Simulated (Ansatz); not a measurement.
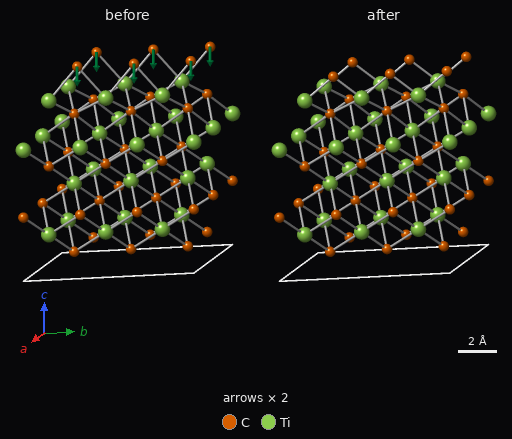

The structure of a slab of composition Ti4C5 (cut from the Fm-3m phase) before (left) and after (right) a constrained relaxation, at one scale. The green arrows give the displacements, magnified 2 times.

The picture is a ball-and-stick view of the 2 × 3 repeat of the cell, outlined in the plane, without the vacuum, seen slightly off an axis.

Case: C over the place (0/4, 2/4) of the surface cell, its height relaxed. The slab is the (1 1 1) face of TiC with C on it. 8 atoms are held fixed.

Computed with Ansatz 0.2.0, DFT r2SCAN, scalar-relativistic, plane waves, PAW. (plane-wave cutoff 500 eV; k-point mesh 12 × 12 × 1; occupations gaussian; smearing width 0.1 eV; no spin polarisation; dipole correction; atoms relaxed in a fixed cell; force threshold 0.02 eV/Å; at most 25 steps)

Question: What changed between the two?

Answer: The largest move is that of a C atom, 0.55 Å along the normal (−c). Ti stays in place. The cell doesn't change. Some distances before and after: C–Ti 2.363 → 1.976 Å. Among the angles between lasting bonds that change: C–Ti–C 80.7° → 101.5°, Ti–C–Ti 80.7° → 101.5°, C–Ti–C 84.2° → 74.9°. The energy falls by 0.692 eV per cell of the calculation in 5 geometry steps. The largest force component goes from 2 to 0.00041 eV/Å.

Limits of the set-up: the periodic images lie only 3.1 Å apart, so the values are limited by the cell's size.
